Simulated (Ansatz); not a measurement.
# Geometry relaxation, with input and output: MoSi2 (part 2 of 2)

MoSi2 (I4/mmm, 3 atoms in the cell); DFT PBEsol, scalar-relativistic, plane waves, PAW, no spin polarisation (Ansatz 0.2.0); cutoff 420 eV, 18×18×18 k-mesh, Gaussian smearing of 0.1 eV. The structure derives from an entry of the Crystallography Open Database.

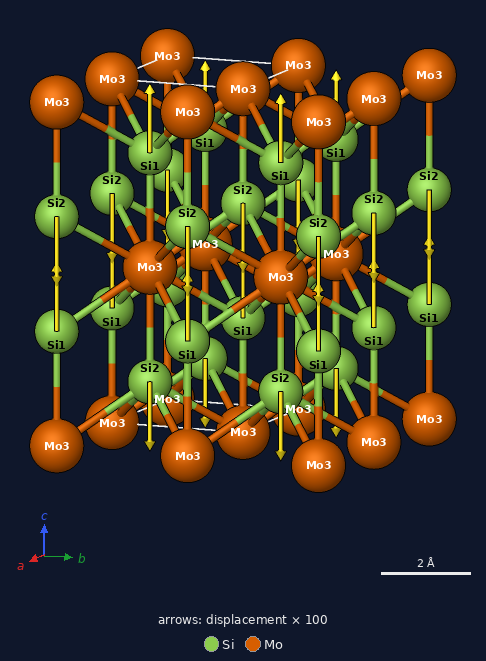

*The starting structure with the displacements (without the part carried along by the change of the cell) as yellow arrows, magnified 100 times (ball-and-stick view of the cell 2 times as large as that of the calculation, set on its symmetry axes, repeated 2 × 2 × 1, seen slightly off an axis).*

The largest moves relative to the cell, 0.016 Å, are those of Si1 and Si2. Mo stays in place. Cell: a = b 3.200 → 3.190 Å (−0.3 %), c 7.861 → 7.821 Å (−0.5 %). Volume −1.1 %. Among the contacts that change: Si1–Mo3 2.616 → 2.599 Å. The space group stays I4/mmm (No. 139). After 3 geometry steps the energy has fallen by 9.7 meV per cell of the calculation. Largest force component: 0.33 eV/Å at the start, 0.0016 eV/Å at the end. The pressure goes from −2.74 to −0.01 GPa. A last SCF at the same geometry on a re-selected plane-wave basis shifts the energy by +0.1 meV per cell of the calculation. (Atoms are counted from 1 in the order of the input.)

```
basis re-selected at this cell: Δ(F+E_penalty+E_count) = +9.276e-5 eV, ΔP = -0.003 GPa vs the last step (what re-selecting the basis moved, of the pressure what is left beyond the Pulay correction that the steps carried, after the strain that the cell walked since its last selection, with what the two solves' SCF thresholds leave and, on support functions, any second-order correction that the steps lacked; it is no measure of the basis error at this ecutwfc). This SCF's stress stands 4.21e-2 GPa from its target on what of the cell is left free (relax.cell.stress_tol is 5.00e-2 GPa) and its largest allowed force component is 1.56e-3 eV/Å (relax.f_tol is 5.00e-3 eV/Å): within both
SCF converged after 4 iterations
Free energy (F): -6142.267274 eV
Harris-Foulkes:  -6142.267274 eV  (|F-HF|=2.64e-11)
Internal energy: -6142.266092 eV  (E = F + TS)
E sigma→0 (E₀):  -6142.266683 eV
Entropy (-TS):   -0.001182 eV (-0.394 meV/atom)
Fermi energy:    16.084962 eV
--- Per-component energies (eV) ---
  E_band       = -44.051196
  E_kinetic    = 532.251894
  E_local      = -1144.260720  (includes V_loc(G=0)·N_el)
  E_nonlocal   = 194.886041
  E_hartree    = 426.232666
  E_xc         = -297.048430
  E_vxc        = -329.134933  (∫ρ·V_xc dr)
  E_paw        = -4141.765881  (= ΣΔE_a)
  E_vpaw       = -150.258637  (= ΣTr[D̂ρ^β])
  E_aug_tail   = 0.000042  (compensation charges beyond the density's cutoff)
  E_ewald      = -1712.834124
  E_core_change = 0.272421  (= ΣΔE_core)
  E_smearing   = -0.001182  (= −TS)
  E_closure    = 0.000000  (closes the sum)
  Σ components = -6142.267274   (vs F -6142.267274, Δ=0.00e0)
--- Forces (eV/Å), atoms counted from 1 ---
  atom   1  Si    -0.00000000     0.00000000     0.00155827
  atom   2  Si     0.00000000    -0.00000000    -0.00155827
  atom   3  Mo    -0.00000000     0.00000000     0.00000000
  max |Σ_I F_I| component: 2.78e-17 eV/Å
--- Stress (GPa, compression-positive) ---
        0.011421       0.000000      -0.000000
        0.000000       0.011421      -0.000000
       -0.000000       0.000000      -0.042148
  P = ⅓ Tr σ = -0.0064 GPa (-0.064 kbar)
--- Band table (eV; the first three rows and the last of 480) ---
  k-point 0: bands = ["-44.5270", "-18.7151", "-18.6281", "-18.6281", "2.5865", "9.6191", "12.6851", "12.9456", "13.4449", "13.4449", "16.4663", "19.2217", "19.3156", "19.6399", "19.6399"]
  k-point 1: bands = ["-44.5258", "-18.7134", "-18.6362", "-18.6350", "2.6836", "9.7065", "12.2878", "12.9740", "13.1913", "13.8776", "16.0892", "18.9860", "19.4290", "19.5064", "19.6881"]
  k-point 2: bands = ["-44.5224", "-18.7088", "-18.6591", "-18.6548", "2.9702", "9.9509", "11.7466", "12.5805", "13.0620", "14.4582", "15.1917", "18.5184", "19.4416", "19.7508", "19.8030"]
  k-point 479: bands = ["-44.5263", "-18.7409", "-18.6298", "-18.6298", "4.5049", "5.9187", "12.4651", "13.8507", "15.4957", "15.4957", "15.6256", "15.6256", "16.6025", "20.8471", "21.3318"]
--- Relaxed structure (4 steps of the walk, 4 accepted, 1 SCFs on fresh bases) ---
  F+E_penalty+E_count = -6142.26727421 eV   max|allowed force component| = 1.558e-3 eV/Å   (the final SCF, on the basis selected at the relaxed cell)
  cell:  # Å, volume = 39.7973 Å³
    - [-1.5950350828239654, 1.5950350828239654, 3.910691999037037]
    - [1.5950350828239654, -1.5950350828239654, 3.910691999037037]
    - [1.5950350828239654, 1.5950350828239654, -3.910691999037037]
  atoms:
    - { symbol: Si, position: [0.33505966542764504, 0.33505966542764504, -8.021737724592835e-34] }
    - { symbol: Si, position: [0.664940334572355, 0.664940334572355, -9.108272072511487e-34] }
    - { symbol: Mo, position: [5.0571275483783035e-20, 5.05712754837844e-20, 1.5090604644406255e-33] }
```

Trajectory as extended XYZ (Å, eV, eV/Å), 5 frames, from step=1 to step=5:
```
3
Lattice="-1.6000 1.6000 3.9305 1.6000 -1.6000 3.9305 1.6000 1.6000 -3.9305" Properties=species:S:1:pos:R:3:forces:R:3 step=1 energy=-6142.25765 pressure_GPa=-2.74
Si    0.0000    0.0000    2.6177    0.0000   0.0000   0.3319
Si    0.0000    0.0000    5.2433    0.0000   0.0000  -0.3319
Mo    0.0000    0.0000    0.0000    0.0000   0.0000   0.0000
3
Lattice="-1.5930 1.5930 3.9032 1.5930 -1.5930 3.9032 1.5930 1.5930 -3.9032" Properties=species:S:1:pos:R:3:forces:R:3 step=2 energy=-6142.26681 pressure_GPa=0.98
Si    0.0000    0.0000    2.6139    0.0000   0.0000   0.0245
Si    0.0000    0.0000    5.1925    0.0000   0.0000  -0.0245
Mo    0.0000    0.0000    0.0000    0.0000   0.0000   0.0000
3
Lattice="-1.5954 1.5954 3.9089 1.5954 -1.5954 3.9089 1.5954 1.5954 -3.9089" Properties=species:S:1:pos:R:3:forces:R:3 step=3 energy=-6142.26735 pressure_GPa=0.01
Si    0.0000    0.0000    2.6191    0.0000   0.0000   0.0072
Si    0.0000    0.0000    5.1987    0.0000   0.0000  -0.0072
Mo    0.0000    0.0000    0.0000    0.0000   0.0000   0.0000
3
Lattice="-1.5950 1.5950 3.9107 1.5950 -1.5950 3.9107 1.5950 1.5950 -3.9107" Properties=species:S:1:pos:R:3:forces:R:3 step=4 energy=-6142.26737 pressure_GPa=-0.00
Si    0.0000    0.0000    2.6206    0.0000   0.0000   0.0016
Si    0.0000    0.0000    5.2008    0.0000   0.0000  -0.0016
Mo    0.0000    0.0000    0.0000    0.0000   0.0000   0.0000
3
Lattice="-1.5950 1.5950 3.9107 1.5950 -1.5950 3.9107 1.5950 1.5950 -3.9107" Properties=species:S:1:pos:R:3:forces:R:3 step=5 energy=-6142.26727 pressure_GPa=-0.01
Si    0.0000    0.0000    2.6206    0.0000   0.0000   0.0016
Si    0.0000    0.0000    5.2008    0.0000   0.0000  -0.0016
Mo    0.0000    0.0000    0.0000    0.0000   0.0000   0.0000
```

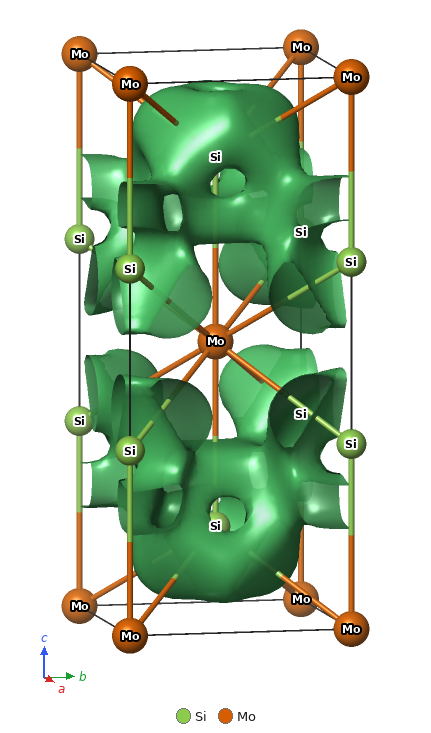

*Isosurface of the ELF at 0.55 (green), seen slightly off an axis. Core shells and regions of very low density are left out. Sticks mark near contacts. The outline is the cell set on symmetry axes.*

The ELF exceeds this value in sheets that run through the cell in two directions, counted in one cell of 6 atoms. Along the contacts the grid gives the following. Si–Mo (2.60 Å): the ELF is about 0.40 at the midpoint. In a PAW calculation such maps are meaningful between the atoms, not at the nuclei.

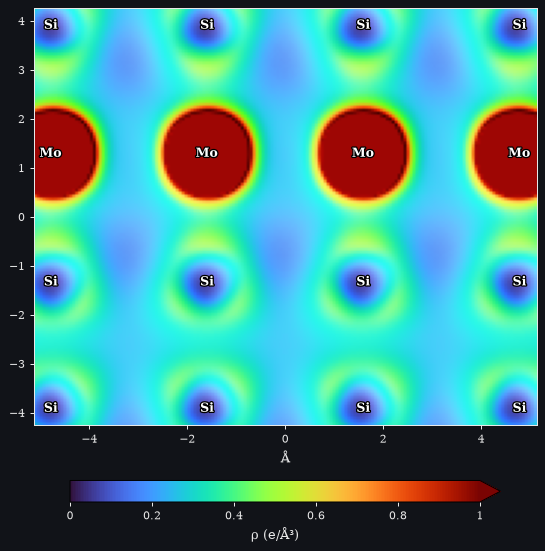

*Valence charge density (pseudo) on the (010) plane of the conventional cell.*

The section cuts through Si and Mo sites. Si–Mo (2.62 Å): ρ at the midpoint is about 0.4 e/Å³. Away from the nuclei the density in this plane falls to 0.15 e/Å³ at its lowest.

This output came from the following input.

Input:
```yaml
crystal:
  lattice:
    - [-1.6, 1.6, 3.9305]
    - [1.6, -1.6, 3.9305]
    - [1.6, 1.6, -3.9305]
  atoms:
    - { symbol: Si, position: [0.333, 0.333, 0.0] }
    - { symbol: Si, position: [0.667, 0.667, 0.0] }
    - { symbol: Mo, position: [0.0, 0.0, 0.0] }
basis:
  ecutwfc: 420
kpoints:
  mp_grid: { grid: [18, 18, 18] }
hamiltonian:
  xc: pbesol
scf:
  occupations: { method: gaussian, width: 0.1 }
output:
  forces: true
  stress: true
  eigenvalues: true
  write_density: true
  write_potential: true
  elf: true
  volumetric_format: npy
relax:
  adjacent_minimum: "off"
  f_tol: 0.005
  max_steps: 80
  cell: { stress_tol: 0.05 }
```

Launch command:
```bash
ansatz run input.yaml --threads 4 --pin off --max-ram 10240MiB --backend cpu --events-out ev --progress --plain --runs-dir out
```

Summary:

```csv
quantity,value
outcome,converged
space group (tolerance 0.01 Å),I4/mmm (139)
electrons treated,22
free energy,−6142.2673 eV
Fermi energy,16.085 eV
gap on the k-point mesh,none (metallic)
pressure,−0.01 GPa
final volume,39.80 Å³
largest force (length of the vector) at the end,0.002 eV/Å
final cell,"a = 4.515 Å, b = 4.515 Å, c = 4.515 Å, α = 138.62°, β = 138.62°, γ = 59.95°"
hardware,"4 threads of Intel Xeon @ 2.50GHz (Skylake/Cascade Lake), 32 GiB of memory available, shared host"
wall time,38 s (CPU time 2.4 min)
peak memory,0.68 GiB
```
